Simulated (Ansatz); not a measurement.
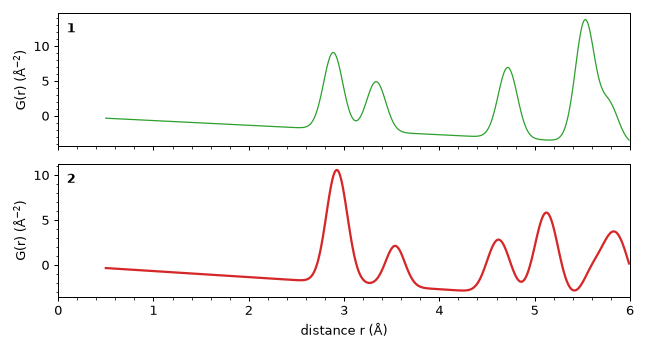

Simulated neutron pair distribution function, G(r) = R(r)/r − 4πρ₀r, summed over the atomic distances of the structure with each pair weighted by the product of the tabulated coherent neutron scattering lengths (natural isotope mix where the element has one); every distance is a Gaussian of σ = 0.10 Å.

Candidate polymorphs:

A. 
```cif
data_structure
_symmetry_space_group_name_H-M 'Fddd:1'
_symmetry_Int_Tables_number 70
_cell_length_a 2.8868
_cell_length_b 5.2041
_cell_length_c 9.9471
_cell_angle_alpha 90.000
_cell_angle_beta 90.000
_cell_angle_gamma 90.000
_cell_volume 149.44
loop_
_atom_site_label
_atom_site_type_symbol
_atom_site_symmetry_multiplicity
_atom_site_Wyckoff_symbol
_atom_site_fract_x
_atom_site_fract_y
_atom_site_fract_z
_atom_site_occupancy
Ta1 Ta 8 a 0.00000 0.00000 0.00000 1
```

B. 
```xyz
2
Lattice="3.3352 0.0000 0.0000 0.0000 3.3352 0.0000 0.0000 0.0000 3.3352" Properties=species:S:1:pos:R:3 pbc="T T T"
Ta    0.0000    0.0000    0.0000
Ta    1.6676    1.6676    1.6676
```

Origins: A, the input geometry of an electronic-structure calculation (not necessarily at equilibrium); the starting structure was generated, so it need not be a known form of this composition; B, the input geometry of an electronic-structure calculation (not necessarily at equilibrium).

Q: Match each curve to its structure.

A: curve 1 is B (Ta, first clear peaks at 2.89 Å (Ta–Ta) and 3.34 Å (Ta–Ta)); curve 2 is A (Ta, first clear peaks at 2.92 Å (Ta–Ta) and 3.54 Å (Ta–Ta)).
